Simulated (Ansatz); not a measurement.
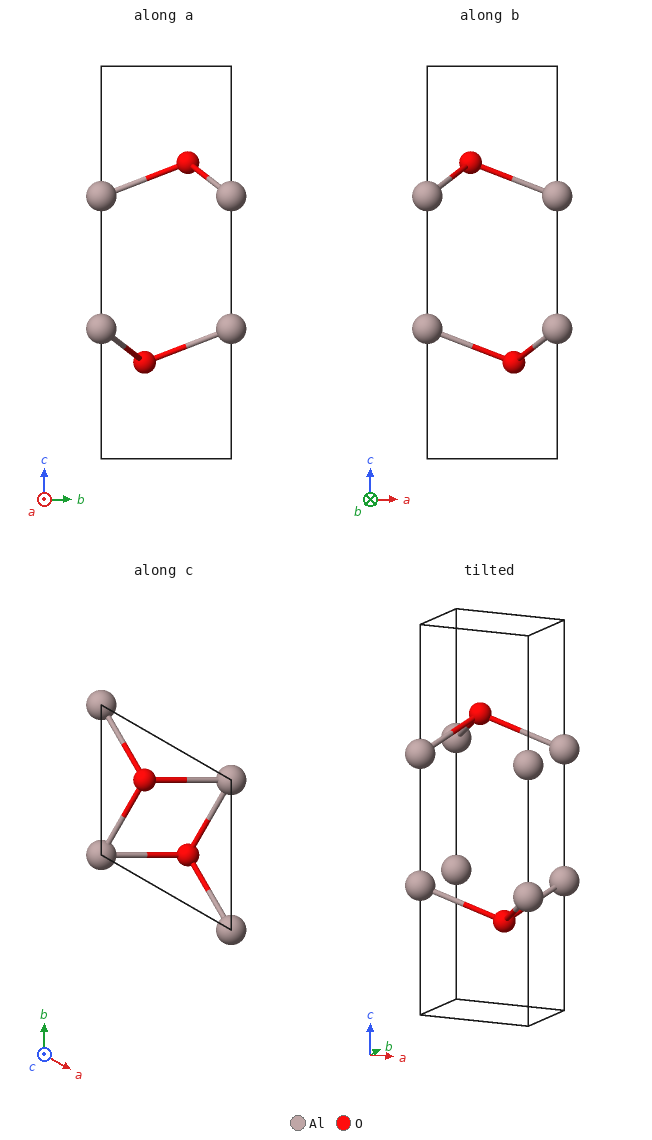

The figure gives a ball-and-stick picture of the atoms, viewed along the a axis, along the b axis, along the c axis and slightly off an axis. The lines enclose the conventional unit cell; boundary atoms appear with their images.

Lattice parameters: a = 2.9731 Å, b = 2.9731 Å, c = 7.7850 Å, α = 90.000°, β = 90.000°, γ = 120.000°.

Q: Express the structure as a CIF in P1 with every atom of the cell, with free fractional coordinates to two decimals.

A:
```cif
data_structure
_symmetry_space_group_name_H-M 'P 1'
_symmetry_Int_Tables_number 1
_cell_length_a 2.9731
_cell_length_b 2.9731
_cell_length_c 7.7850
_cell_angle_alpha 90.000
_cell_angle_beta 90.000
_cell_angle_gamma 120.000
_cell_volume 59.59
loop_
_atom_site_label
_atom_site_type_symbol
_atom_site_fract_x
_atom_site_fract_y
_atom_site_fract_z
_atom_site_occupancy
Al1 Al 0.00 0.00 0.67 1
Al2 Al 0.00 0.00 0.33 1
O1 O 0.3333 0.6667 0.75 1
O2 O 0.6667 0.3333 0.25 1
```

It goes back to a structure type filled with these elements by a generator (whether the compound takes this form wasn't checked). Earlier steps of the study may have refined or changed the cell and positions. It went into a calculation with Ansatz.
